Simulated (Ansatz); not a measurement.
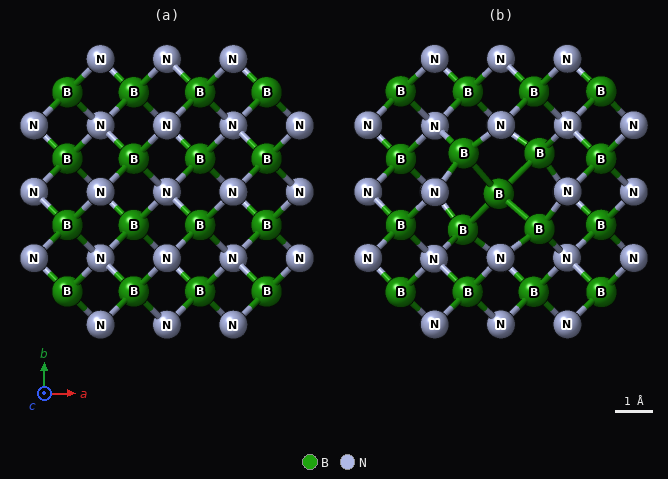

Left: perfect BN. Right: the same region with one point defect, after relaxing the atoms in a supercell of 64 sites. A ball-and-stick model of the atoms within 4.6 Å of one point, in a slice 5.0 Å thick across the line of sight, seen along the c axis.

Method: Ansatz, DFT, PBEsol, PAW, plane waves. Settings: plane-wave cutoff 420 eV; k-point mesh 1 × 1 × 1; mesh shifted by (0.25, 0.25, 0.25); collinear spin. Fermi-Dirac smearing of 0.01 eV. A uniform background neutralises the charged cell. The axes drawn are those of the host's conventional cell.

Question: Which defect is it?

Answer: A nitrogen atom is replaced by boron.

The charge state of the cell is +3.

Question: What does the relaxation do around it?

Answer: In the host the N atom has 4 B at 1.56 Å; the B atom ends with 4 B at 1.69 to 1.83 Å. Of the host's atoms, a boron atom moves furthest from its site, by 0.23 Å. The B atom itself moves 0.10 Å from where it was put. The cell's net moment is 1.00 μB.

Limits of the set-up: the periodic images lie only 7.2 Å apart, so the values are limited by the cell's size; the cell is charged, on a uniform background, and energies carry no finite-size correction.
